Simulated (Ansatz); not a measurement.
Geometry relaxation of C₆₂N (charge +1) (part 1 of 3)

- system: C₆₂N (defect cell, 63 atoms in the cell, total charge +1)
- method: DFT PBEsol, scalar-relativistic, plane waves, PAW, PAW set soft_1, no spin polarisation (Ansatz 0.2.0)

It belongs to a series of runs on one base structure; here: end point A relaxed.

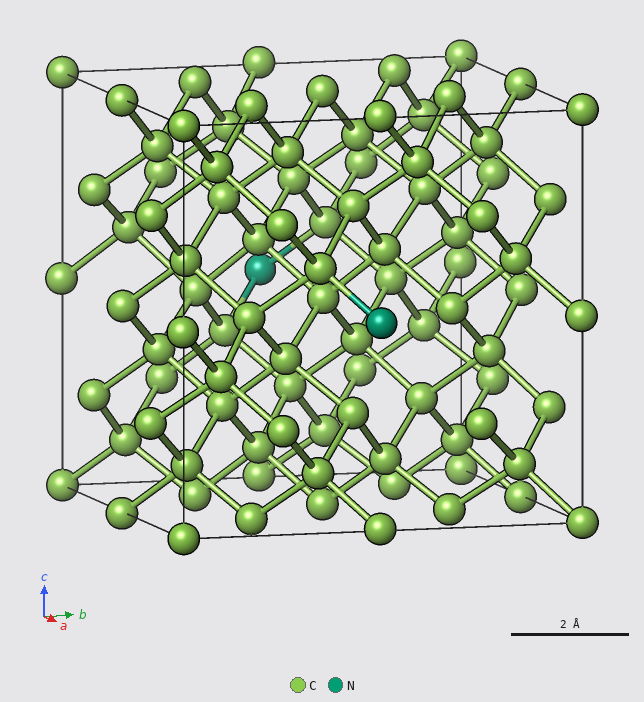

*The structure as given in the input (ball-and-stick view of the cell of the calculation, seen slightly off an axis). An atom can appear more than once, as a periodic image.*

## Results in brief

| quantity | value |
| --- | --- |
| outcome | converged |
| electrons treated | 252 |
| free energy | −15679.9822 eV |
| Fermi energy | 13.757 eV |
| final volume | 363.99 Å³ |
| largest force (length of the vector) at the end | 0.021 eV/Å |
| hardware | 4 threads of Arm Neoverse V1, 24 GiB of memory available, shared host |
| wall time | 55 s (CPU time 3.6 min) |
| peak memory | 1.8 GiB |

## Notes

Warnings of the run: the PAW datasets were made with another functional. The cell is charged and computed with a neutralising background, so its energy and pressure depend on the cell and aren't those of a real crystal.

## The input
```yaml
crystal:
  lattice:
    - [7.14, 0.0, 0.0]
    - [0.0, 7.14, 0.0]
    - [0.0, 0.0, 7.14]
  atoms:
    - { symbol: C, position: [0.4975096, -0.0022263, -0.0030822] }
    - { symbol: C, position: [0.6247393, 0.122065, 0.1244578] }
    - { symbol: C, position: [0.742439, 0.2479115, 0.0054563] }
    - { symbol: C, position: [0.8744354, 0.3751166, 0.1278721] }
    - { symbol: C, position: [0.7429086, -0.005302, 0.2465639] }
    - { symbol: C, position: [0.8738156, 0.1316897, 0.3710497] }
    - { symbol: C, position: [0.0076006, -0.0022327, 0.0012957] }
    - { symbol: C, position: [0.1343404, 0.1169229, 0.1225989] }
    - { symbol: C, position: [0.2551764, 0.2547369, -0.000521] }
    - { symbol: C, position: [0.3748769, 0.3776636, 0.1255418] }
    - { symbol: C, position: [0.5049354, 0.4983948, 0.0003145] }
    - { symbol: C, position: [0.6253312, 0.6196058, 0.1208628] }
    - { symbol: C, position: [0.7470257, 0.7431047, 0.0096424] }
    - { symbol: C, position: [0.8730523, 0.8809512, 0.1302172] }
    - { symbol: C, position: [0.2457875, 0.0042084, 0.249947] }
    - { symbol: C, position: [0.3735735, 0.12828, 0.372785] }
    - { symbol: C, position: [0.4972757, 0.2494424, 0.2482467] }
    - { symbol: C, position: [0.6299651, 0.3685883, 0.373681] }
    - { symbol: C, position: [0.7517043, 0.4994148, 0.2528547] }
    - { symbol: C, position: [0.4970214, 0.0004463, 0.4986224] }
    - { symbol: C, position: [0.6238828, 0.1195218, 0.6202125] }
    - { symbol: C, position: [0.7510543, 0.2398105, 0.4939742] }
    - { symbol: C, position: [0.8745985, 0.3809275, 0.6236194] }
    - { symbol: C, position: [0.7464103, -0.0036999, 0.7501323] }
    - { symbol: C, position: [0.8703506, 0.122735, 0.8788478] }
    - { symbol: C, position: [-0.0064255, 0.4946665, 0.0037564] }
    - { symbol: C, position: [0.1304334, 0.6180583, 0.1249599] }
    - { symbol: C, position: [0.2517806, 0.7557619, 0.0069745] }
    - { symbol: C, position: [0.3766189, 0.8750214, 0.1246622] }
    - { symbol: C, position: [-0.0058162, 0.2509701, 0.2501564] }
    - { symbol: C, position: [0.1275298, 0.3688284, 0.3769797] }
    - { symbol: C, position: [0.2477865, 0.4957302, 0.2532255] }
    - { symbol: C, position: [0.3741674, 0.6243724, 0.3781583] }
    - { symbol: C, position: [0.4968728, 0.7494498, 0.245654] }
    - { symbol: C, position: [0.6298338, 0.8786574, 0.3724296] }
    - { symbol: C, position: [0.0047346, -0.0038096, 0.5016001] }
    - { symbol: C, position: [0.1226778, 0.1282143, 0.6356839] }
    - { symbol: C, position: [0.2529441, 0.2574994, 0.495044] }
    - { symbol: C, position: [0.3782016, 0.376773, 0.6295933] }
    - { symbol: C, position: [0.5047099, 0.500422, 0.499787] }
    - { symbol: C, position: [0.6220729, 0.6190572, 0.6276518] }
    - { symbol: C, position: [0.7454062, 0.7505907, 0.4959134] }
    - { symbol: C, position: [0.8769413, 0.8702445, 0.6283601] }
    - { symbol: C, position: [0.2564873, 0.001839, 0.7486177] }
    - { symbol: C, position: [0.3742026, 0.1240951, 0.8653223] }
    - { symbol: C, position: [0.4957074, 0.2539166, 0.7506635] }
    - { symbol: C, position: [0.625111, 0.3747804, 0.872735] }
    - { symbol: C, position: [0.7438626, 0.5031436, 0.7534565] }
    - { symbol: C, position: [0.8727552, 0.6251214, 0.8716066] }
    - { symbol: C, position: [0.0015192, 0.7458007, 0.2496074] }
    - { symbol: C, position: [0.1212888, 0.8698663, 0.3685914] }
    - { symbol: "N", position: [0.0032352, 0.4951049, 0.5034335] }
    - { symbol: C, position: [0.1267997, 0.6209222, 0.6288053] }
    - { symbol: C, position: [0.2450942, 0.7492608, 0.5021247] }
    - { symbol: C, position: [0.3651642, 0.8794455, 0.6245827] }
    - { symbol: C, position: [-0.0017776, 0.2464377, 0.7496453] }
    - { symbol: C, position: [0.1219108, 0.3787066, 0.8697941] }
    - { symbol: C, position: [0.253796, 0.5028894, 0.7559412] }
    - { symbol: C, position: [0.3718341, 0.62659, 0.8716137] }
    - { symbol: C, position: [0.5017413, 0.755987, 0.7535966] }
    - { symbol: C, position: [0.6268596, 0.872956, 0.8771412] }
    - { symbol: C, position: [-0.00421, 0.7503902, 0.7513287] }
    - { symbol: C, position: [0.1253971, 0.8679439, 0.8783238] }
total_charge: 1
basis:
  ecutwfc: 420.0
kpoints:
  mp_grid: { grid: [2, 2, 2] }
hamiltonian:
  xc: pbesol
  pseudopotentials: { kind: paw, azcp: { folder: soft_1 } }
scf:
  occupations: { method: gaussian, width: 0.05 }
  lower_state_search: "off"
relax:
  f_tol: 0.03
  max_steps: 60
  adjacent_minimum: "off"
output:
  write_density: true
  write_potential: true
  elf: true
  volumetric_format: npy
```

Launch command:
```bash
ansatz run input.yaml --threads 4 --pin off --max-ram 10240MiB --backend cpu --events-out ev --progress --plain --runs-dir out
```

## Output
```
Warning: [file] the record states the generating functional pbe (its physics header spells it `PBE`), which answers neither for hamiltonian.xc's functional nor for the pbesol family's — results may be inconsistent (PPs are generated against a specific XC)
Warning: [file] the record states the generating functional pbe (its physics header spells it `PBE`), which answers neither for hamiltonian.xc's functional nor for the pbesol family's — results may be inconsistent (PPs are generated against a specific XC)
Engine: ansatz 0.2.0, aarch64-unknown-linux-gnu
Pseudopotentials: kind: paw
Pseudopotential: C, paw, valence charge 4, recommended cutoff 420 eV (normal), [file]
Pseudopotential: N, paw, valence charge 5, recommended cutoff 420 eV (normal), [file]
Functional definition: PBEsol
  exchange = pbesol_x
  correlation = pbesol_c
Crystal: 63 atoms, lattice volume = 363.994 Å³
Basis set: ecut = 420 eV, 7123 PW (Γ), exchange–correlation on 96×96×96 points (8 copies of the dense FFT grid, shifted against one another)
Bands: 189, of which v1, the nominal top of the filled ones, is band 126 counted from 1 (125 counted from 0)
Symmetry: 1 space group operations
Space group: P1 (ITA 1), of the structure as read, at distance tolerance 7.1e-5 Å
k-points: 8
Non-local potential: C, projectors of the file, l = 0: 2, l = 1: 2, l = 2: 1
Non-local potential: N, projectors of the file, l = 0: 2, l = 1: 2, l = 2: 1
PAW form: soft (Blöchl's): semilocal exchange-correlation on the pseudo side does not see the compensation charge
PAW frozen core: C, regenerated for the run's functional, and the local potential with it (the file was generated under x = pbe(κ = 0.804, μ = 0.2195149727645171), c = pbe(β = 0.06672455060314922))
PAW frozen core: N, regenerated for the run's functional, and the local potential with it (the file was generated under x = pbe(κ = 0.804, μ = 0.2195149727645171), c = pbe(β = 0.06672455060314922))
PAW one-centre angular grid: C, 110 points (default); XC on 64 Gauss nodes
PAW one-centre angular grid: N, 110 points (default); XC on 64 Gauss nodes
Initial density: superposition of atomic densities (chi_scale 0.1, normalization cell, long waves kept (reshape's long-wave potential 0.21 eV rms))
Initial wavefunctions: pseudopotential atomic-orbital guess
Functional: x = pbesol(κ = 0.804, μ = 0.12345679012345678), c = pbesol(β = 0.046)
SCF iter   1: F=—  HF=-15694.719243 eV  |F-HF|=—  |Δ(HF+E_count)|=         —  Δρ=1.37e-1  dr2=5.20e1  ethr=3.10e-3  ⟨swp⟩=6.0  Hψ=6073  notcnv=0  defer=298
preconditioner: auto → Resta (q_TF=auto, 2.566 Å⁻¹)  ε∞=4.4  [insulator: Δε(μ)=0.345 eV  Ē_g=16.797 eV  σ=0.050 eV  W_gap=1.00  n_scr=92 (ndim 8)  ℏωp=30.9 eV  f_vac=0.000  D(μ)=0.00/eV (n_scr^D=0)  ε∞_Penn≈4.4]
SCF iter   2: F=—  HF=-15681.544048 eV  |F-HF|=—  |Δ(HF+E_count)|=    1.32e1  Δρ=7.47e-2  dr2=1.60e1  ethr=3.10e-3  ⟨swp⟩=2.0  Hψ=2798  notcnv=0  defer=458
SCF iter   3: F=—  HF=-15675.718740 eV  |F-HF|=—  |Δ(HF+E_count)|=    5.83e0  Δρ=7.96e-3  dr2=2.33e-1  ethr=3.10e-3  ⟨swp⟩=2.5  Hψ=2808  notcnv=0  defer=457
SCF iter   4: F=—  HF=-15675.761925 eV  |F-HF|=—  |Δ(HF+E_count)|=   4.32e-2  Δρ=3.84e-3  dr2=5.98e-2  ethr=9.25e-5  ⟨swp⟩=2.5  Hψ=2135  notcnv=0  defer=457
SCF iter   5: F=—  HF=-15675.751856 eV  |F-HF|=—  |Δ(HF+E_count)|=   1.01e-2  Δρ=1.38e-3  dr2=7.42e-3  ethr=2.37e-5  ⟨swp⟩=2.0  Hψ=1294  notcnv=0  defer=457
SCF iter   6: F=—  HF=-15675.752070 eV  |F-HF|=—  |Δ(HF+E_count)|=   2.14e-4  Δρ=2.68e-4  dr2=5.39e-4  ethr=2.94e-6  ⟨swp⟩=2.0  Hψ=1224  notcnv=0  defer=457
SCF iter   7: F=—  HF=-15675.752010 eV  |F-HF|=—  |Δ(HF+E_count)|=   5.92e-5  Δρ=7.53e-5  dr2=4.60e-5  ethr=2.14e-7  ⟨swp⟩=2.0  Hψ=1502  notcnv=0  defer=457
SCF iter   8: F=-15675.752002 eV  HF=-15675.752005 eV  |F-HF|=3.02e-6  |Δ(HF+E_count)|=   5.76e-6  Δρ=2.19e-5  dr2=3.42e-6  ethr=8.93e-9  ⟨swp⟩=10.0  Hψ=10199  notcnv=0
SCF 1 converged in 8 iterations: F = -15675.752002 eV  dr2 = 3.42e-6
  greatest PAW one-centre occupation: 0.786 electrons in one spin orbital (limit 2), on the N atom at site 51 (counted from 0), in its partial waves of l = 0
relax step   1: F+E_penalty+E_count = -15675.75200167 eV  Δ(F+E_penalty+E_count) = +0.000e0 eV  max|allowed force component| = 3.956e0 eV/Å  Δτ_max = 0.0000 Å  (8 SCF iters, dr2 threshold 2.25e-5 eV, accepted)
Initial density: handed on by an earlier stage of this run
Initial wavefunctions: those handed on with the density
iter 1 solved again at ethr=2.25e-4 eV; its pass at ethr=3.10e-3 eV (dr2=5.66e-1 eV) is discarded
SCF iter   1: F=—  HF=-15679.260274 eV  |F-HF|=—  |Δ(HF+E_count)|=         —  Δρ=1.65e-2  dr2=5.61e-1  ethr=2.25e-4  ⟨swp⟩=1.9  Hψ=5438  notcnv=0  defer=455
preconditioner: auto → Resta (q_TF=auto, 2.566 Å⁻¹)  ε∞=4.4  [insulator: Δε(μ)=0.439 eV  Ē_g=16.733 eV  σ=0.050 eV  W_gap=1.00  n_scr=92 (ndim 8)  ℏωp=30.9 eV  f_vac=0.000  D(μ)=0.00/eV (n_scr^D=0)  ε∞_Penn≈4.4]
SCF iter   2: F=—  HF=-15679.140658 eV  |F-HF|=—  |Δ(HF+E_count)|=   1.20e-1  Δρ=8.32e-3  dr2=1.33e-1  ethr=2.23e-4  ⟨swp⟩=2.5  Hψ=1810  notcnv=0  defer=455
SCF iter   3: F=—  HF=-15679.104631 eV  |F-HF|=—  |Δ(HF+E_count)|=   3.60e-2  Δρ=6.66e-4  dr2=9.01e-4  ethr=5.30e-5  ⟨swp⟩=2.1  Hψ=1831  notcnv=0  defer=455
SCF iter   4: F=—  HF=-15679.106187 eV  |F-HF|=—  |Δ(HF+E_count)|=   1.56e-3  Δρ=1.27e-4  dr2=4.48e-5  ethr=3.58e-7  ⟨swp⟩=2.0  Hψ=2326  notcnv=0  defer=455
iter 5 did not close the SCF: its close was put off for the readings that it lacked (scf_convergence_deferred on its scf_iter line)
SCF iter   5: F=-15679.106182 eV  HF=-15679.106183 eV  |F-HF|=9.30e-7  |Δ(HF+E_count)|=   3.67e-6  Δρ=2.19e-5  dr2=2.11e-6  ethr=1.78e-8  ⟨swp⟩=2.1  Hψ=1924  notcnv=0  defer=457
SCF iter   6: F=-15679.106183 eV  HF=-15679.106183 eV  |F-HF|=3.67e-8  |Δ(HF+E_count)|=   2.36e-7  Δρ=4.76e-6  dr2=8.75e-8  ethr=8.37e-10  ⟨swp⟩=7.2  Hψ=8628  notcnv=0
SCF 2 converged in 6 iterations: F = -15679.106183 eV  dr2 = 8.75e-8
  greatest PAW one-centre occupation: 0.780 electrons in one spin orbital (limit 2), on the N atom at site 51 (counted from 0), in its partial waves of l = 0
relax step   2: F+E_penalty+E_count = -15679.10618303 eV  Δ(F+E_penalty+E_count) = -3.354e0 eV  max|allowed force component| = 2.149e0 eV/Å  Δτ_max = 0.1112 Å  (6 SCF iters, dr2 threshold 1.00e-4 eV, accepted)
SCF iter   1: F=—  HF=-15680.119957 eV  |F-HF|=—  |Δ(HF+E_count)|=         —  Δρ=1.21e-2  dr2=4.51e-1  ethr=6.85e-4  ⟨swp⟩=4.0  Hψ=3167  notcnv=0  defer=454
preconditioner: auto → Resta (q_TF=auto, 2.566 Å⁻¹)  ε∞=4.4  [insulator: Δε(μ)=0.310 eV  Ē_g=16.792 eV  σ=0.050 eV  W_gap=1.00  n_scr=92 (ndim 8)  ℏωp=30.9 eV  f_vac=0.000  D(μ)=0.00/eV (n_scr^D=0)  ε∞_Penn≈4.4]
SCF iter   2: F=—  HF=-15680.007782 eV  |F-HF|=—  |Δ(HF+E_count)|=   1.12e-1  Δρ=5.95e-3  dr2=1.02e-1  ethr=1.79e-4  ⟨swp⟩=2.0  Hψ=1794  notcnv=0  defer=454
SCF iter   3: F=—  HF=-15679.972994 eV  |F-HF|=—  |Δ(HF+E_count)|=   3.48e-2  Δρ=4.86e-4  dr2=7.69e-4  ethr=4.05e-5  ⟨swp⟩=2.0  Hψ=1902  notcnv=0  defer=454
SCF iter   4: F=—  HF=-15679.974437 eV  |F-HF|=—  |Δ(HF+E_count)|=   1.44e-3  Δρ=1.37e-4  dr2=4.58e-5  ethr=3.05e-7  ⟨swp⟩=2.0  Hψ=2053  notcnv=0  defer=454
iter 5 did not close the SCF: its close was put off for the readings that it lacked (scf_convergence_deferred on its scf_iter line)
SCF iter   5: F=-15679.974432 eV  HF=-15679.974433 eV  |F-HF|=5.05e-7  |Δ(HF+E_count)|=   3.72e-6  Δρ=1.93e-5  dr2=1.24e-6  ethr=1.82e-8  ⟨swp⟩=2.0  Hψ=1872  notcnv=0  defer=454
SCF iter   6: F=-15679.974433 eV  HF=-15679.974433 eV  |F-HF|=6.65e-9  |Δ(HF+E_count)|=   2.17e-8  Δρ=3.19e-6  dr2=3.21e-8  ethr=4.94e-10  ⟨swp⟩=7.0  Hψ=8481  notcnv=0
[...]
  greatest PAW one-centre occupation: 0.781 electrons in one spin orbital (limit 2), on the N atom at site 51 (counted from 0), in its partial waves of l = 0
relax step   3: F+E_penalty+E_count = -15679.97443276 eV  Δ(F+E_penalty+E_count) = -8.682e-1 eV  max|allowed force component| = 1.804e-1 eV/Å  Δτ_max = 0.0642 Å  (6 SCF iters, dr2 threshold 1.00e-4 eV, accepted)
preconditioner: auto → Resta (q_TF=auto, 2.566 Å⁻¹)  ε∞=4.4  [insulator: Δε(μ)=0.396 eV  Ē_g=16.792 eV  σ=0.050 eV  W_gap=1.00  n_scr=92 (ndim 8)  ℏωp=30.9 eV  f_vac=0.000  D(μ)=0.00/eV (n_scr^D=0)  ε∞_Penn≈4.4]
relax step   4: F+E_penalty+E_count = -15679.98194471 eV  Δ(F+E_penalty+E_count) = -7.512e-3 eV  max|allowed force component| = 5.616e-2 eV/Å  Δτ_max = 0.0090 Å  (6 SCF iters, dr2 threshold 2.03e-6 eV, accepted)
preconditioner: auto → Resta (q_TF=auto, 2.566 Å⁻¹)  ε∞=4.4  [insulator: Δε(μ)=0.392 eV  Ē_g=16.793 eV  σ=0.050 eV  W_gap=1.00  n_scr=92 (ndim 8)  ℏωp=30.9 eV  f_vac=0.000  D(μ)=0.00/eV (n_scr^D=0)  ε∞_Penn≈4.4]
relax step   5: F+E_penalty+E_count = -15679.98222853 eV  Δ(F+E_penalty+E_count) = -2.838e-4 eV  max|allowed force component| = 1.895e-2 eV/Å  Δτ_max = 0.0022 Å  (6 SCF iters, accepted)
```

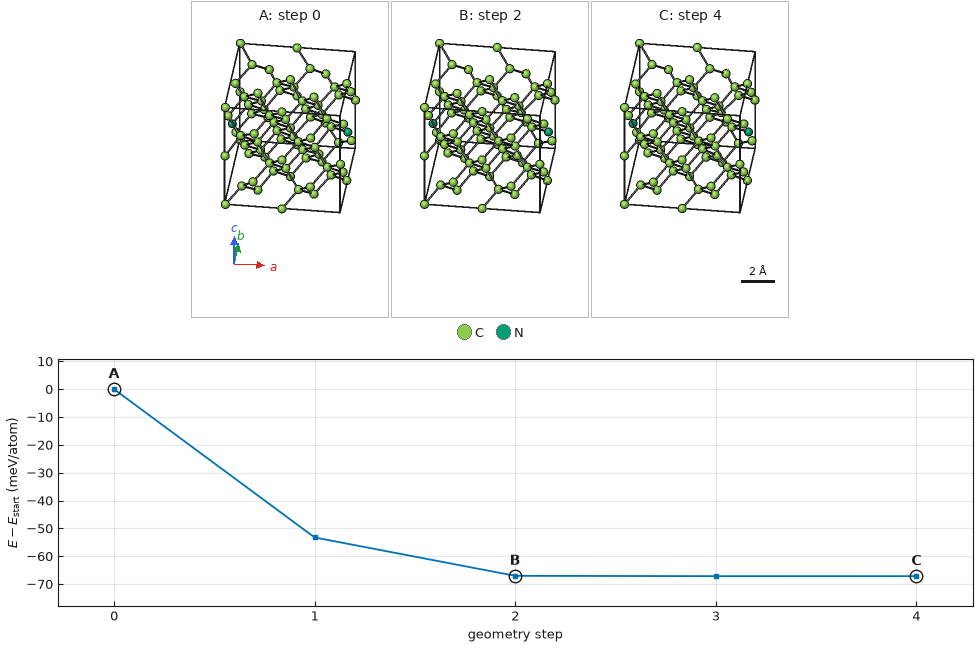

*Frames of the relaxation (ball-and-stick view of the cell of the calculation, seen at an oblique angle) above the curves, on which the letters mark them (the first geometry is step 0 here and step 1 in the log).*

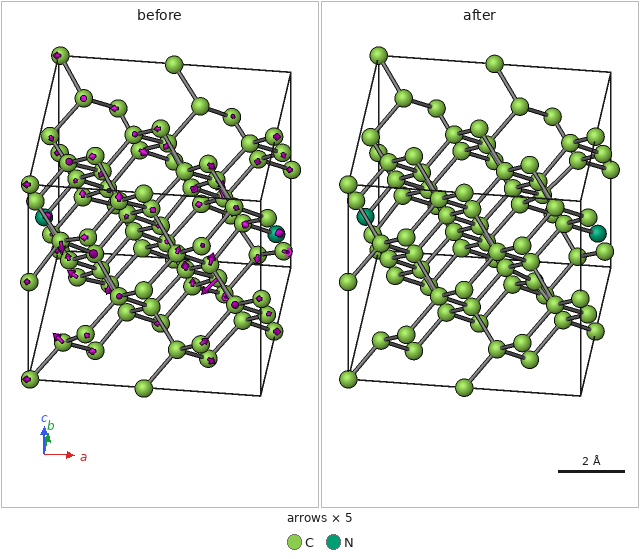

*Before (left) and after (right) the relaxation, at one scale (ball-and-stick view of the cell of the calculation, seen at an oblique angle). The pink arrows give the displacements, magnified 5 times.*

The energy falls by 67.1 meV per atom in 4 geometry steps. The largest force component goes from 4 to 0.019 eV/Å. C19 moves most: 0.15 Å. By element the largest moves are C 0.15 Å, N 0.09 Å. The cell stays as it was. Distances before and after: C37–C38 1.651 → 1.547 Å, C14–C50 1.581 → 1.480 Å, C8–C30 1.657 → 1.560 Å, C6–C36 1.637 → 1.545 Å. Among the angles that change: C14–C50–C51 106.0° → 114.9°, C15–C51–C50 112.5° → 104.4°, C13–C14–C50 104.1° → 111.7°. (Atoms are counted from 1 in the order of the input.)

```
NSCF: frozen V_eff on 8 k-points
the band table was solved once a step of the walk had ended and its energy, with any forces and stress, was formed, with the checks that follow a solve (8147 applications of the Hamiltonian). They found nothing against the state; the energy, forces and stress were not computed again (output.eigenvalues in the input reference)
Free energy (F): -15679.982229 eV
Harris-Foulkes:  -15679.982229 eV  (|F-HF|=1.64e-11)
Internal energy: -15679.982229 eV  (E = F + TS)
E sigma→0 (E₀):  -15679.982229 eV
Fermi energy:    13.756647 eV
--- Per-component energies (eV) ---
  E_band       = 995.385464
  E_kinetic    = 5635.220102
  E_local      = -3771.216959  (includes V_loc(G=0)·N_el)
  E_nonlocal   = 1456.348434
  E_hartree    = 930.350323
  E_xc         = -2976.249593
  E_vxc        = -3687.635396  (∫ρ·V_xc dr)
  E_paw        = -6074.573162  (= ΣΔE_a)
  E_vpaw       = -498.033461  (= ΣTr[D̂ρ^β])
  E_aug_tail   = 0.002114  (compensation charges beyond the density's cutoff)
  E_ewald      = -10881.199816
  E_core_change = 1.336329  (= ΣΔE_core)
  E_smearing   = -0.000000  (= −TS)
  E_closure    = -0.000000  (closes the sum)
  E_deformation_potential = 21.140882  (in the stress; not in F)
  Σ components = -15679.982229   (vs F -15679.982229, Δ=0.00e0)
```
